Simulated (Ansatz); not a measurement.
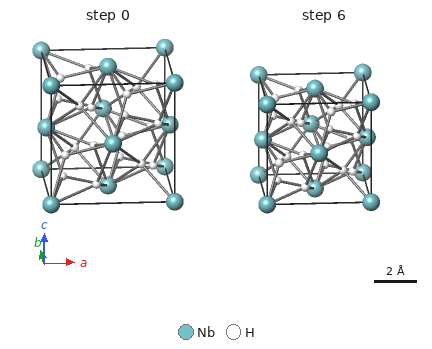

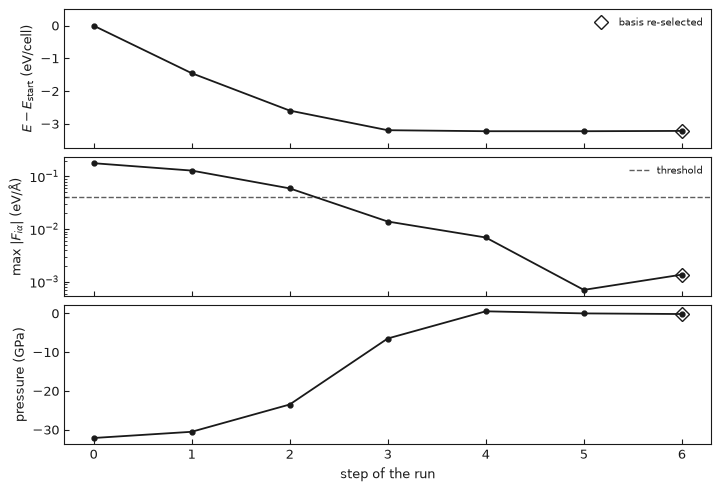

First and last geometry of a relaxation of crystalline NbH$_{5}$ (a generated structure, set up in F-43m) (coarse preliminary run), with the history of the run. Style: ball-and-stick. Shown: the conventional cell (4 times the calculation's cell), from a free direction. Lengths and directions refer to the drawn axes.

Level of theory: DFT PBE, scalar-relativistic, plane waves, PAW (Ansatz). Set-up: plane-wave cutoff 420 eV; k-point mesh 6 × 6 × 6; occupations gaussian; smearing width 0.1 eV; no spin polarisation; cell and atoms relaxed; force threshold 0.04 eV/Å; at most 70 steps.

Did the run converge, and what did it change?

Answer. It converged. The largest moves relative to the cell, 0.014 Å, are those of H atoms. Nb stays in place. The drawn cell changes as follows: a = b = c 5.914 → 4.976 Å (−15.9 %); the volume changes by −40.4 %. Among the contacts that change: H–Nb 2.561 → 2.155 Å, H–Nb 2.453 → 2.062 Å. The space group stays F-43m (No. 216). Over 5 accepted moves (6 points after the start) the energy falls by 3.214 eV per cell of the calculation. Largest force component: 0.18 eV/Å at the start, 0.0014 eV/Å at the end. The pressure goes from −32.12 to −0.16 GPa. At 1 point the geometry stayed and the basis and grid were re-selected for the new cell (energy shift of 9.4 meV per cell of the calculation at most each time). The run took 6.7 s on 1 thread of Intel(R) Xeon(R) Platinum 8488C (Sapphire Rapids) (shared host), peak memory 0.38 GiB.

```tsv
step	E − E(0), meV/atom	largest force component, eV/Å	pressure, GPa	volume, Å³/atom	note
0	0.00	0.1787	-32.12	8.618	
1	-241.85	0.1295	-30.52	7.418	
2	-432.16	0.0595	-23.48	6.332	
3	-532.05	0.0140	-6.46	5.360	
4	-537.19	0.0069	0.55	5.119	
5	-537.20	0.0007	0.01	5.135	
6	-535.64	0.0014	-0.16	5.135	same geometry, new basis
```
